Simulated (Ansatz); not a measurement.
PbS

```cif
data_structure
_symmetry_space_group_name_H-M 'P 1'
_symmetry_Int_Tables_number 1
_cell_length_a 4.1353
_cell_length_b 4.2124
_cell_length_c 5.8560
_cell_angle_alpha 90.656
_cell_angle_beta 90.146
_cell_angle_gamma 90.262
_cell_volume 102.00
loop_
_atom_site_label
_atom_site_type_symbol
_atom_site_fract_x
_atom_site_fract_y
_atom_site_fract_z
_atom_site_occupancy
Pb1 Pb 0.99162 0.06726 0.00661 1
Pb2 Pb 0.53296 0.50573 0.51237 1
S1 S 0.02229 0.02135 0.49050 1
S2 S 0.50123 0.50560 0.99374 1
```

Space group P1; a generated structure, not necessarily the stable one; not relaxed (largest force 0.6 eV/Å); computed pressure about 3 GPa in this cell.

Level of theory: DFT, PAW plane waves, r2SCAN (Ansatz).

In a PAW calculation such maps are meaningful between the atoms, not at the nuclei.

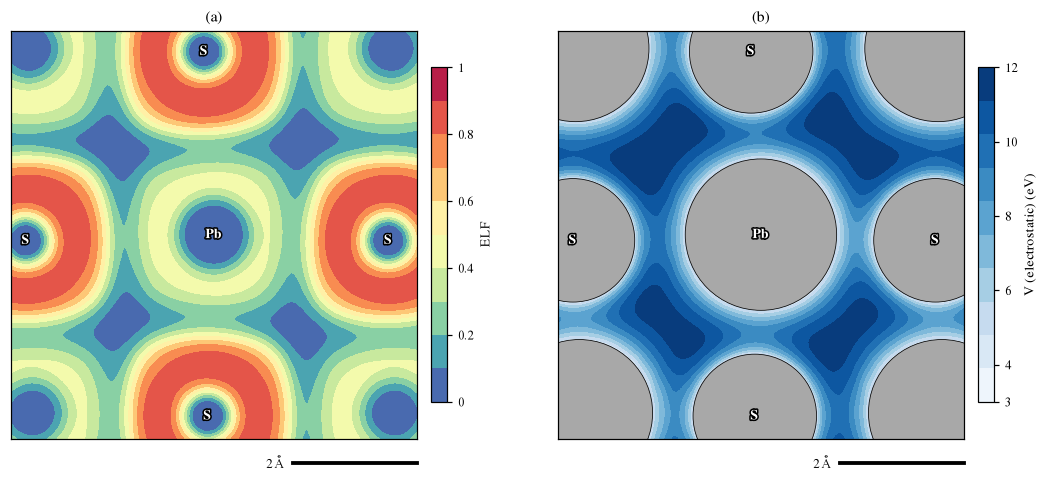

Figure 1. (a) electron localisation function; (b) electrostatic potential energy of an electron on the (11̄0) plane of the conventional cell. Grey discs cover the atomic cores in the potential map.

> Describe what can be read from this map.

Atoms in the plane: Pb and S.
Atoms just off the plane (Pb, 0.3 Å away) can leave unmarked features too.


Pb–S (2.93 Å): the ELF peaks at about 0.85 in the valence shell of S, 0.8 Å from its nucleus, and drops to about 0.20 between the two atoms.
Pb–S (3.04 Å): the ELF peaks at about 0.85 in the valence shell of S, 0.8 Å from its nucleus, and drops to about 0.20 between the two atoms.
Outside the cores the potential energy rises away from the atoms and is highest about 1.7 Å from the nearest atoms; its zero is arbitrary.

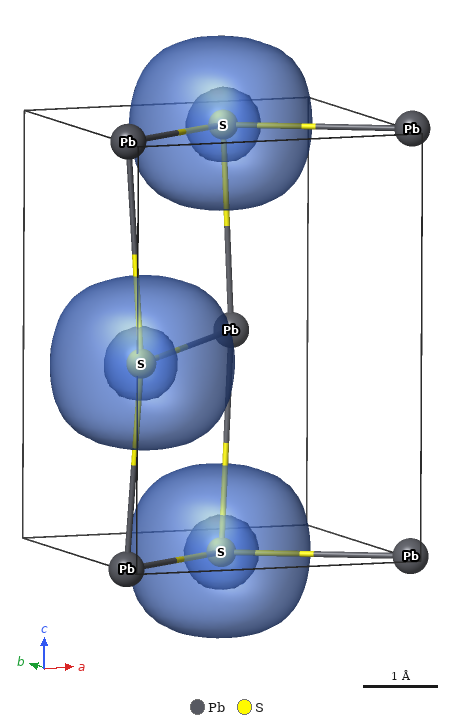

Figure 2. Isosurface of the ELF at 0.65 (blue), seen slightly off an axis. Core shells are left out. Sticks mark near contacts.

> Where are the electrons localised?

The surface consists of two regions wrapped around S (the valence shell of each), counted in one cell of 4 atoms. Regions shared between cells count once.


Pb–S (2.75 Å): the ELF peaks at about 0.85 in the valence shell of S, 0.8 Å from its nucleus, and drops to about 0.25 between the two atoms. Pb–S (2.80 Å): the ELF peaks at about 0.85 in the valence shell of S, 0.8 Å from its nucleus, and drops to about 0.25 between the two atoms.

> How much charge does the calculation move between the atoms?

Electrons move from Pb towards S. Bader charges: Pb +1.03 and S −1.03 e.
